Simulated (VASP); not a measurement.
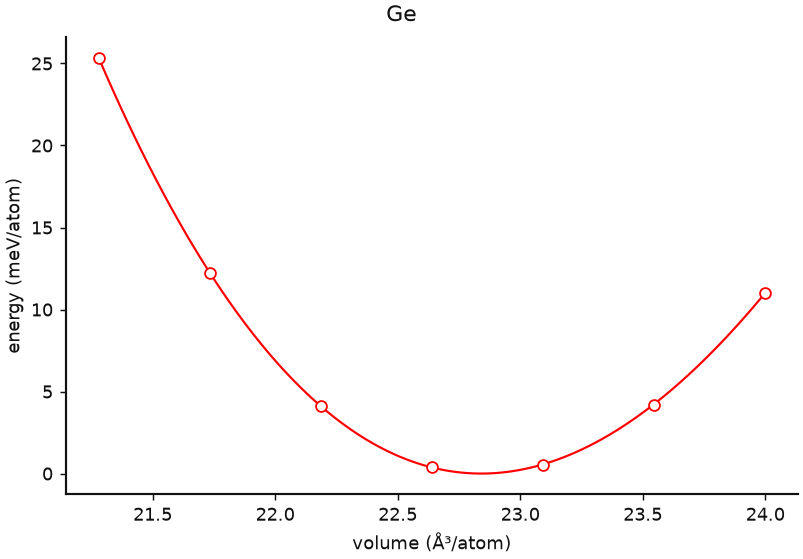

The plot gives the computed energy against volume for Ge, space group Fd-3m (No. 227).

Cell as given: a = 4.001 Å, b = 4.001 Å, c = 4.001 Å, α = 60.00°, β = 60.00°, γ = 60.00°; 2 atoms.

Method: plane-wave DFT, no spin polarisation; energies at scaled volumes of the given cell, shape and fractions fixed, counted from the fit's minimum, third-order Birch-Murnaghan fit (VASP 6.6.1). Level: PBEsol.

k mesh 8×8×8; occupations Fermi–Dirac; smearing width 0.05 eV; potentials VASP PAW PBE potentials, recommended; wave cutoff 520 eV.

**Give the fitted equation-of-state parameters.**

A third-order Birch–Murnaghan fit gives V0 = 22.84 Å³/atom, B0 = 66.2 GPa and B′ = 4.9.
